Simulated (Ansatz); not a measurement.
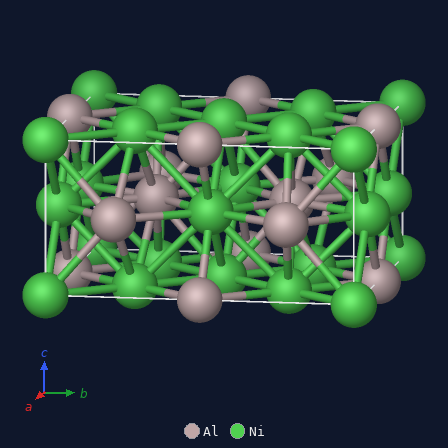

System: Al₃Ni₅, space group Cmmm (No. 65). The picture shows the conventional cell.

Input of the run:
```
crystal:
  lattice:
    - [3.2340861752, -3.6704780933, 0.0]
    - [3.2340861752, 3.6704780933, 0.0]
    - [0.0, 0.0, 3.694934668]
  atoms:
    - { symbol: Al, position: [0.5, 0.5, 0.0] }
    - { symbol: Al, position: [0.7797912173, 0.2202087827, 0.5] }
    - { symbol: Al, position: [0.2202087827, 0.7797912173, 0.5] }
    - { symbol: Ni, position: [0.0, 0.0, 0.0] }
    - { symbol: Ni, position: [0.0, 0.5, 0.0] }
    - { symbol: Ni, position: [0.5, 0.0, 0.0] }
    - { symbol: Ni, position: [0.2768638342, 0.2768638342, 0.5] }
    - { symbol: Ni, position: [0.7231361658, 0.7231361658, 0.5] }
basis:
  ecutwfc: 420
kpoints:
  mp_grid: { grid: [8, 8, 10] }
hamiltonian:
  xc: lda
scf:
  occupations: { method: fermi_dirac, width: 0.15 }
output:
  eigenvalues: true
phonons:
  method: dfpt
  eigenvectors: true
```

Run as:
```bash
ansatz run input.yaml --threads 4 --pin off --max-ram 12288MiB --backend cpu --events-out ev --progress --plain --runs-dir out
```

Computed with Ansatz 0.2.0: harmonic phonon frequencies at the zone centre with atoms at rest in the given cell, without the long-range term of polar modes, the three translations left out, imaginary frequencies are negative; plane waves with PAW datasets, Γ-centred k mesh. Level: LDA, no spin polarisation.

| setting | value |
| --- | --- |
| wave cutoff | 420 eV |
| k mesh | 8×8×10 |
| occupations | Fermi–Dirac |
| smearing width | 0.15 eV |
| pressure | 0 GPa |
| phonon method | linear response |

Describe the result: the zone-centre optical phonon frequencies (the three acoustic modes are left out).

No frequency is imaginary, so the structure is stable to these displacements (zone-boundary modes weren't tested here). The highest mode lies at 415.3 cm⁻¹.

| frequency (cm⁻¹) |
| --- |
| 123.4 |
| 136.4 |
| 156.0 |
| 170.1 |
| 187.2 |
| 191.4 |
| 201.0 |
| 206.5 |
| 207.3 |
| 214.8 |
| 241.7 |
| 269.8 |
| 301.5 |
| 323.0 |
| 326.1 |
| 334.7 |
| 338.9 |
| 340.0 |
| 358.8 |
| 364.1 |
| 415.3 |

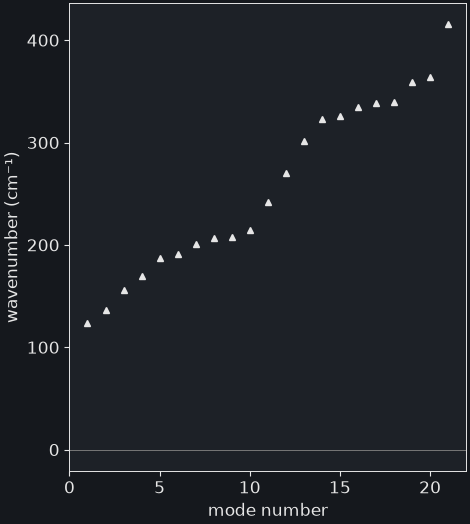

Caveats: metal sensitive to the k mesh; no spin polarisation, a magnetic state may lie lower; unstable at wavevector.
